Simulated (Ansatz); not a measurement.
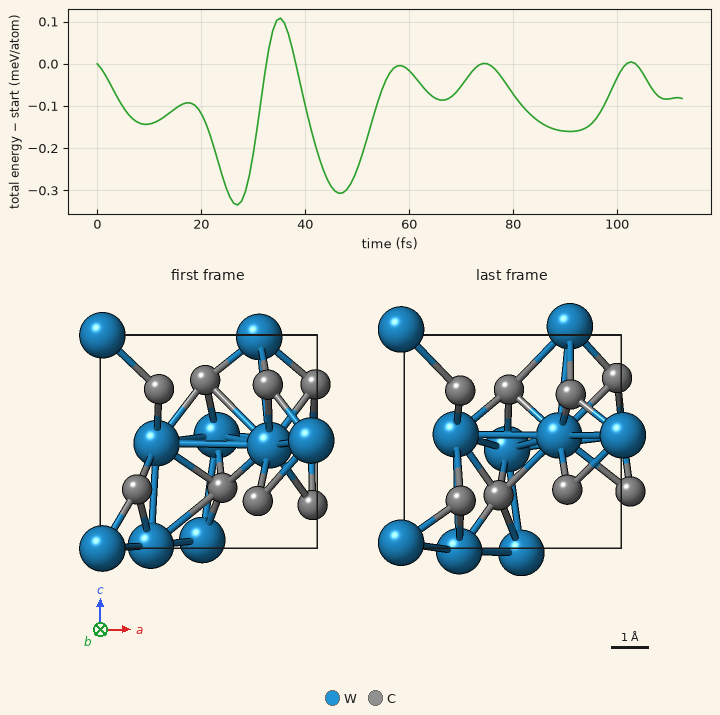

Molecular dynamics of a 16-atom cell of WC, 112 fs long. It starts from the last geometry of an earlier run, with fresh velocities. A ball-and-stick model of the simulation cell, seen along the b axis. Bonds to atoms that aren't drawn are left out.

Theory: DFT PBE, scalar-relativistic, plane waves, PAW (Ansatz 0.2.0). Set-up: plane-wave cutoff 420 eV; k-point mesh 3 × 3 × 3; Fermi-Dirac smearing 0.36 eV; volume 1.15 times that of the relaxed crystal; constant energy (NVE); velocities drawn for 2520 K; time step 0.75 fs.

> How well is the energy conserved, and can the run be trusted?

The total energy stays between −0.33 and 0.11 meV per atom of its start. A straight-line fit has a slope that amounts to +0.068 meV per atom over 112 fs (under 0.1 % of the mean kinetic energy), its mean offset in the second half is under 0.1 %, and the ripple about the line is 0.1 % of the kinetic energy's fluctuation. With a drift under 2 % and a ripple under 7 %, the integration is accurate. Over the second half the temperature averages 2854 K (spread ±330 K). The potential energy in the second half lies on average 40.5 meV per atom below the first frame.

Limits of the set-up: the k-point mesh is coarse for a cell with partly filled bands.

PAW datasets: the set soft_1.
